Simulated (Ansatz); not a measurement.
## Geometry relaxation of Ir (part 2 of 2)

The same run, continued: Ir (Fd-3m, 2 atoms in the cell); DFT, PBE, PAW with Ansatz's earlier generated frozen-core files (soft_1), scalar-relativistic, PAW set soft_1, no spin polarisation (Ansatz 0.2.0); cutoff 420 eV, 12×12×12 k-mesh, Fermi–Dirac smearing of 0.05 eV. The structure was built on a prototype by a generator; it need not be a known phase. It belongs to a series of runs on one base structure; here: cell and atoms relaxed from a first guess.

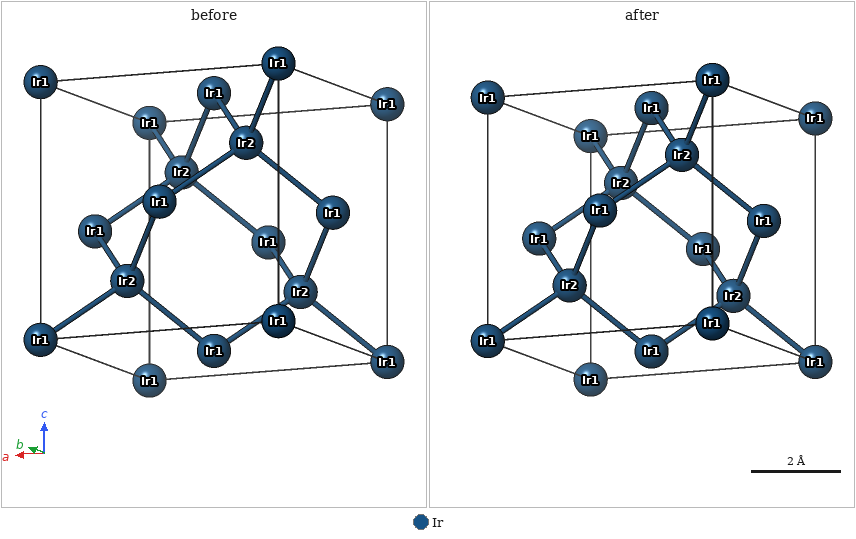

**Figure 1.** Before (left) and after (right) the relaxation, at one scale (ball-and-stick view of the cell 4 times as large as that of the calculation, set on its symmetry axes, seen at an oblique angle). No atom moves by more than 0.005 Å relative to the cell. The volume changes by −15.7 %, with a = b = c 5.893 → 5.568 Å (−5.5 %). Distances before and after: Ir1–Ir2 2.552 → 2.411 Å. The space group stays Fd-3m (No. 227). The energy falls by 306 meV per atom in 4 geometry steps. All forces vanish by symmetry, so only the cell relaxes. Pressure: −20.39 GPa at the start and −0.02 GPa at the end. A last SCF at the same geometry on a re-selected plane-wave basis shifts the energy by +1.2 meV per atom. (Atoms are counted from 1 in the order of the input.)

```
basis re-selected at this cell: Δ(F+E_penalty+E_count) = +2.382e-3 eV, ΔP = -0.015 GPa vs the last step (what re-selecting the basis moved, of the pressure what is left beyond the Pulay correction that the steps carried, after the strain that the cell walked since its last selection, with what the two solves' SCF thresholds leave and, on support functions, any second-order correction that the steps lacked; it is no measure of the basis error at this ecutwfc). The dense FFT grid was sized anew with the basis: this SCF ran on 27×27×27 points, the steps before it on 30×30×30, so part of this shift can come from that change (see relax.cell in the input reference). This SCF's stress stands 1.74e-2 GPa from its target on what of the cell is left free (relax.cell.stress_tol is 5.00e-2 GPa) and its largest allowed force component is 3.24e-17 eV/Å (relax.f_tol is 5.00e-3 eV/Å): within both
SCF converged after 6 iterations
Free energy (F): -23871.658414 eV
Harris-Foulkes:  -23871.658414 eV  (|F-HF|=7.28e-12)
Internal energy: -23871.642780 eV  (E = F + TS)
E sigma→0 (E₀):  -23871.650597 eV
Entropy (-TS):   -0.015634 eV (-7.817 meV/atom)
Fermi energy:    15.292654 eV
--- Per-component energies (eV) ---
  E_band       = -516.730852
  E_kinetic    = 1073.503680
  E_local      = -3724.668682  (includes V_loc(G=0)·N_el)
  E_nonlocal   = 381.865348
  E_hartree    = 1411.107073
  E_xc         = -456.602569
  E_vxc        = -507.999960  (∫ρ·V_xc dr)
  E_paw        = -18530.595624  (= ΣΔE_a)
  E_vpaw       = -561.646069  (= ΣTr[D̂ρ^β])
  E_aug_tail   = 0.000708  (compensation charges beyond the density's cutoff)
  E_ewald      = -4026.252713
  E_smearing   = -0.015634  (= −TS)
  E_closure    = 0.000000  (closes the sum)
  Σ components = -23871.658414   (vs F -23871.658414, Δ=0.00e0)
--- Forces (eV/Å), atoms counted from 1 ---
  atom   1  Ir     0.00000000    -0.00000000     0.00000000
  atom   2  Ir    -0.00000000     0.00000000    -0.00000000
  max |Σ_I F_I| component: 0.00e0 eV/Å
--- Stress (GPa, compression-positive) ---
       -0.017444      -0.000000      -0.000000
       -0.000000      -0.017444       0.000000
       -0.000000       0.000000      -0.017444
  P = ⅓ Tr σ = -0.0174 GPa (-0.174 kbar)
--- Band table (eV; the first three rows and the last of 72) ---
  k-point 0: bands = ["-77.7079", "-77.5041", "-34.7633", "-34.7633", "-34.7633", "-34.0898", "-34.0898", "-34.0898", "7.3102", "10.2499", "10.2499", "10.6404", "10.6404", "10.6404", "13.5586", "13.5586", "13.5586", "16.0742", "16.0742", "25.9746", "26.1290"]
  k-point 1: bands = ["-77.7054", "-77.5067", "-34.7682", "-34.7682", "-34.7615", "-34.0921", "-34.0847", "-34.0847", "7.4301", "10.1598", "10.1598", "10.6261", "10.7748", "10.7748", "13.4585", "13.5411", "13.5411", "16.0675", "16.0675", "25.3251", "25.9344"]
  k-point 2: bands = ["-77.6979", "-77.5142", "-34.7812", "-34.7812", "-34.7563", "-34.0985", "-34.0712", "-34.0712", "7.7736", "10.0555", "10.0555", "10.5892", "10.9796", "10.9796", "13.2127", "13.5279", "13.5279", "16.0375", "16.0375", "23.3004", "25.5604"]
  k-point 71: bands = ["-77.6064", "-77.6064", "-34.8983", "-34.8983", "-34.4305", "-34.4305", "-33.9517", "-33.9517", "9.5464", "9.5464", "10.5807", "10.5807", "12.1128", "12.1128", "12.3873", "12.3873", "16.3476", "16.3476", "16.8563", "16.8563", "18.2865"]
--- Relaxed structure (5 steps of the walk, 5 accepted, 1 SCFs on fresh bases) ---
  F+E_penalty+E_count = -23871.65841369 eV   max|allowed force component| = 3.238e-17 eV/Å   (the final SCF, on the basis selected at the relaxed cell)
  cell:  # Å, volume = 43.1497 Å³
    - [-9.88024149400005e-34, 2.7838723031397463, 2.7838723031397463]
    - [2.7838723031397463, -7.2370239290085706e-34, 2.7838723031397463]
    - [2.7838723031397463, 2.7838723031397463, 2.706916392475781e-34]
  atoms:
    - { symbol: Ir, position: [2.36155269674537e-35, -1.9894808207673564e-35, -2.36155269674537e-35] }
    - { symbol: Ir, position: [0.25, 0.25, 0.25] }
```

**File v_z.tsv**
```
# z_ang	v_es[eV]	v_tot[eV]
# format = ansatz-planar-average/11
# xc	pbe
# density_cutoff_ev	1680
# datasets	Ir=:simpson_from_first_knot:soft
# lattice	-0.000000000	2.783872303	2.783872303
# lattice	2.783872303	-0.000000000	2.783872303
# lattice	2.783872303	2.783872303	0.000000000
# sites	2
# site	77	-0.000000000	0.000000000	0.000000000
# site	77	1.391936152	1.391936152	1.391936152
0.000000	1.018742e0	-1.273398e1
0.145814	-5.408371e-1	-1.479744e1
0.291629	-1.706076e0	-1.633133e1
0.437443	-2.288135e0	-1.710073e1
0.583258	-2.203609e0	-1.698871e1
0.729072	-1.463803e0	-1.601208e1
0.874887	-1.786122e-1	-1.432022e1
1.020701	1.442158e0	-1.216817e1
1.166516	3.187082e0	-9.800450e0
1.312330	5.015241e0	-7.274700e0
1.458144	7.036878e0	-4.491288e0
1.603959	9.277156e0	-1.444974e0
1.749773	1.162625e1	1.704700e0
1.895588	1.386756e1	4.661849e0
2.041402	1.571000e1	7.064038e0
2.187217	1.693641e1	8.645776e0
2.333031	1.755959e1	9.421549e0
2.478846	1.771639e1	9.606645e0
2.624660	1.745213e1	9.291425e0
2.770474	1.669118e1	8.332244e0
2.916289	1.530176e1	6.533548e0
3.062103	1.333309e1	3.960685e0
3.207918	1.103863e1	9.216032e-1
3.353732	8.700925e0	-2.224838e0
3.499547	6.509070e0	-5.214798e0
3.645361	4.544626e0	-7.926181e0
3.791176	2.745490e0	-1.040518e1
```

**Trajectory as extended XYZ (Å, eV, eV/Å), 6 frames, from step=1 to step=6**
```
2
Lattice="0.0000 2.9466 2.9466 2.9466 0.0000 2.9466 2.9466 2.9466 0.0000" Properties=species:S:1:pos:R:3:forces:R:3 step=1 energy=-23871.04924 pressure_GPa=-20.39
Ir    0.0000    0.0000    0.0000    0.0000   0.0000   0.0000
Ir    1.4733    1.4733    1.4733    0.0000   0.0000   0.0000
2
Lattice="0.0000 2.8062 2.8062 2.8062 0.0000 2.8062 2.8062 2.8062 0.0000" Properties=species:S:1:pos:R:3:forces:R:3 step=2 energy=-23871.64642 pressure_GPa=-4.19
Ir    0.0000    0.0000    0.0000    0.0000   0.0000   0.0000
Ir    1.4031    1.4031    1.4031    0.0000   0.0000   0.0000
2
Lattice="0.0000 2.7740 2.7740 2.7740 0.0000 2.7740 2.7740 2.7740 0.0000" Properties=species:S:1:pos:R:3:forces:R:3 step=3 energy=-23871.65811 pressure_GPa=2.03
Ir    0.0000    0.0000    0.0000    0.0000   0.0000   0.0000
Ir    1.3870    1.3870    1.3870    0.0000   0.0000   0.0000
2
Lattice="0.0000 2.7843 2.7843 2.7843 0.0000 2.7843 2.7843 2.7843 0.0000" Properties=species:S:1:pos:R:3:forces:R:3 step=4 energy=-23871.66078 pressure_GPa=-0.10
Ir    0.0000    0.0000    0.0000    0.0000   0.0000   0.0000
Ir    1.3922    1.3922    1.3922    0.0000   0.0000   0.0000
2
Lattice="0.0000 2.7839 2.7839 2.7839 0.0000 2.7839 2.7839 2.7839 0.0000" Properties=species:S:1:pos:R:3:forces:R:3 step=5 energy=-23871.66080 pressure_GPa=-0.00
Ir    0.0000    0.0000    0.0000    0.0000   0.0000   0.0000
Ir    1.3919    1.3919    1.3919    0.0000   0.0000   0.0000
2
Lattice="0.0000 2.7839 2.7839 2.7839 0.0000 2.7839 2.7839 2.7839 0.0000" Properties=species:S:1:pos:R:3:forces:R:3 step=6 energy=-23871.65841 pressure_GPa=-0.02
Ir    0.0000    0.0000    0.0000    0.0000   0.0000   0.0000
Ir    1.3919    1.3919    1.3919    0.0000   0.0000   0.0000
```

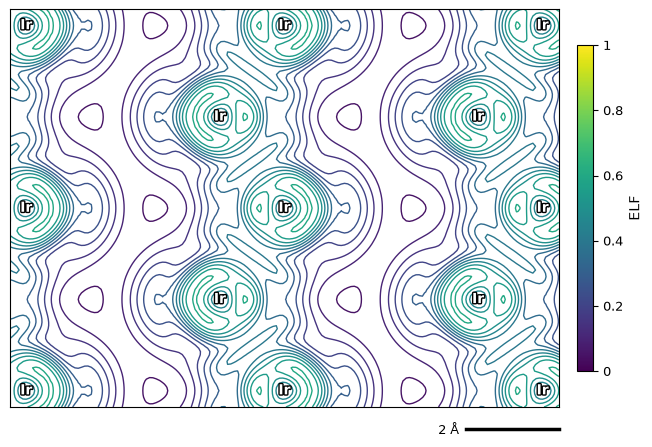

**Figure 2.** Electron localisation function on the (110) plane of the conventional cell. Ir–Ir (2.41 Å): the ELF is about 0.40 at the midpoint (nearly free electrons, as in a simple metal). The strong features right at Ir lie inside the PAW spheres (semicore, d or f shells) and say nothing about bonding. The fields are those of the smooth PAW valence density.

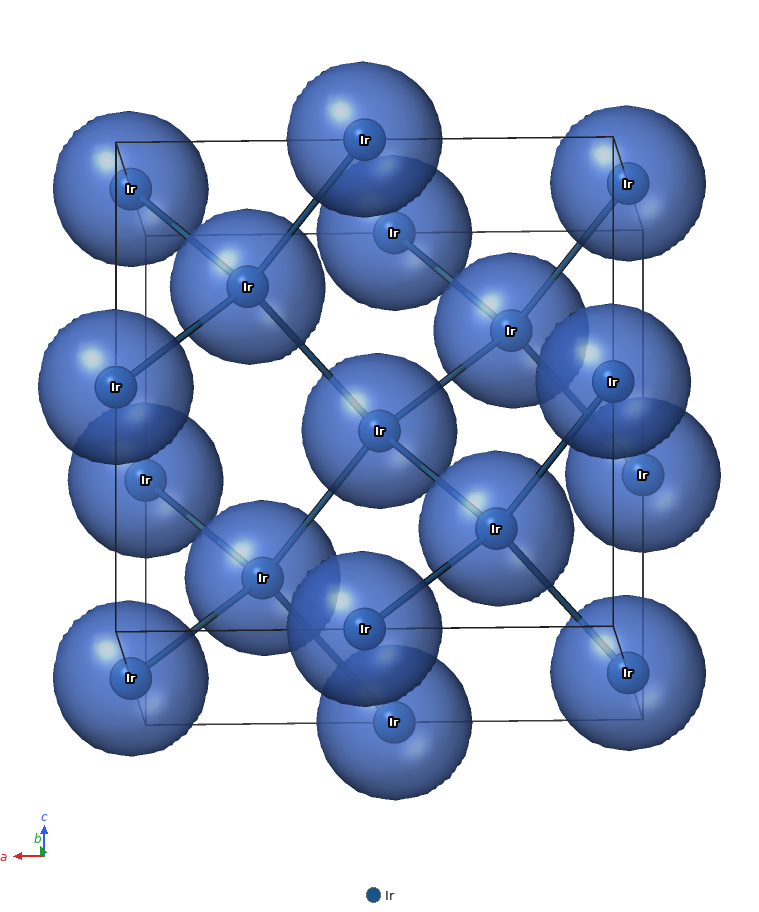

**Figure 3.** Isosurface of the valence pseudo-density at 1.5 e/Å³ (blue), seen at an oblique angle. Sticks mark near contacts. The outline is the cell set on symmetry axes. At this value the density breaks into separate islands; it holds about 65 % of the electrons treated as valence (semicore included). It is pinched off along the Ir–Ir (2.41 Å) contacts. On the grid the lowest density along these lines, outside the cores, is 0.81 e/Å³ (Ir–Ir, 2.41 Å).

This output came from the following input.

**Input file**
```yaml
crystal:
  lattice:
    - [0.0, 2.9465930339, 2.9465930339]
    - [2.9465930339, 0.0, 2.9465930339]
    - [2.9465930339, 2.9465930339, 0.0]
  atoms:
    - { symbol: Ir, position: [0.0, 0.0, 0.0] }
    - { symbol: Ir, position: [0.25, 0.25, 0.25] }
kpoints:
  mp_grid: { grid: [12, 12, 12] }
scf:
  occupations: { method: fermi_dirac, width: 0.05 }
hamiltonian:
  xc: pbe
  pseudopotentials: { kind: paw, azcp: { folder: soft_1 } }
output:
  forces: true
  stress: true
  write_density: true
  write_potential: true
  elf: true
  volumetric_format: npy
relax:
  f_tol: 0.005
  max_steps: 80
  cell: {}
```

Command:
```bash
ansatz run input.yaml --threads 1 --pin off --max-ram 2048MiB --backend cpu --events-out ev --progress --plain --runs-dir out
```

**Key numbers**

- outcome: converged
- space group (tolerance 0.01 Å): Fd-3m (227)
- electrons treated: 34
- free energy: −23871.6584 eV
- Fermi energy: 15.293 eV
- pressure: −0.02 GPa
- final volume: 43.15 Å³
- largest force (length of the vector) at the end: under 0.001 eV/Å
- final cell: a = 3.937 Å, b = 3.937 Å, c = 3.937 Å, α = 60.00°, β = 60.00°, γ = 60.00°
- hardware: 1 thread of Arm Neoverse V2, 24 GiB of memory available, shared host
- wall time: 17 s
- peak memory: 0.35 GiB

**Remarks**

Spin–orbit coupling is left out, which matters for Ir.
